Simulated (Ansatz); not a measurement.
System: AgCl.

Method: relaxed lattice of one prototype by several density functionals, zero stress, symmetry kept, spin-unpolarised plane waves (Ansatz 0.2.0).

| setting | value |
| --- | --- |
| prototype | NiAs |
| atoms in cell | 4 |
| periodic directions | 3 |

What does the calculation give for the volume per atom by functional? The cases: PBEsol; HSE06; PBE; r2SCAN; LDA.

The least value, 19.454 Å³, is that of LDA, and the largest, 22.278 Å³, that of PBE.

| functional | volume per atom (Å³) | lattice constant a (Å) | lattice constant c (Å) |
| --- | --- | --- | --- |
| PBEsol | 20.453 | 3.998 | 5.911 |
| HSE06 | 22.151 | 3.994 | 6.412 |
| PBE | 22.278 | 4.074 | 6.200 |
| r2SCAN | 21.533 | 4.005 | 6.201 |
| LDA | 19.454 | 3.954 | 5.748 |

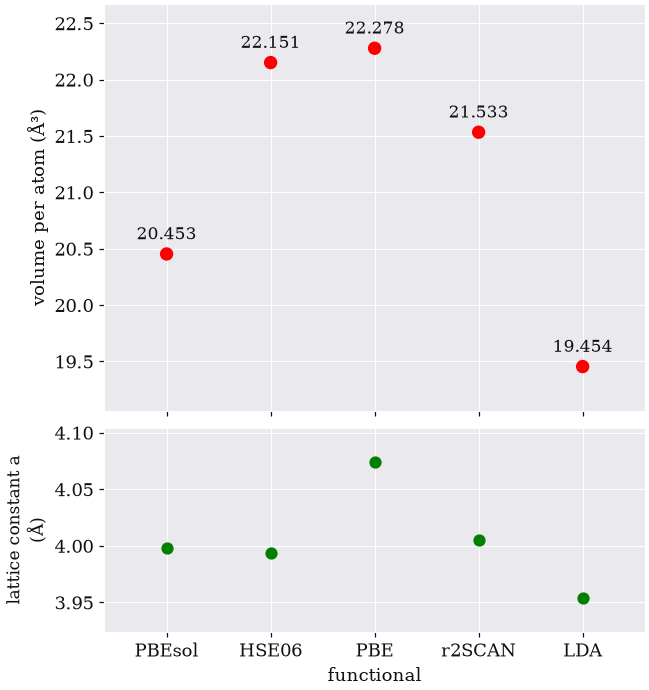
